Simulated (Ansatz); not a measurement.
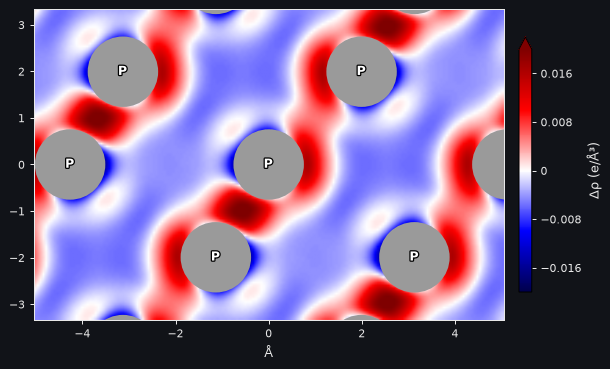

P: difference of two self-consistent densities at the same geometry, ρ(r2SCAN) − ρ(PBEsol), on the (110) plane of the conventional cell. Grey discs cover the cores, where the PAW densities can't be compared. Cores are masked to 0.8 Å (P).

Space group R-3m; not relaxed (largest force 0.3 eV/Å). The cell comes from a database of computed structures, not from a measurement.

Both runs: Ansatz, scalar-relativistic, plane waves and PAW, same cutoff, k-points and PAW files (made with PBE).

How does the change of level move the electrons?

Answer. Against PBEsol, and outside the masked cores, the largest gain, 0.02 e/Å³, lies 1.1 Å from a phosphorus nucleus, and the largest loss lies at the edge of the masked core of P. At this volume the pressure is −2 GPa with PBEsol and 1 GPa with r2SCAN.

Run times: 45 s (r2SCAN) and 37 s (base cell), on 1 thread of Arm Neoverse N1, on a shared host.
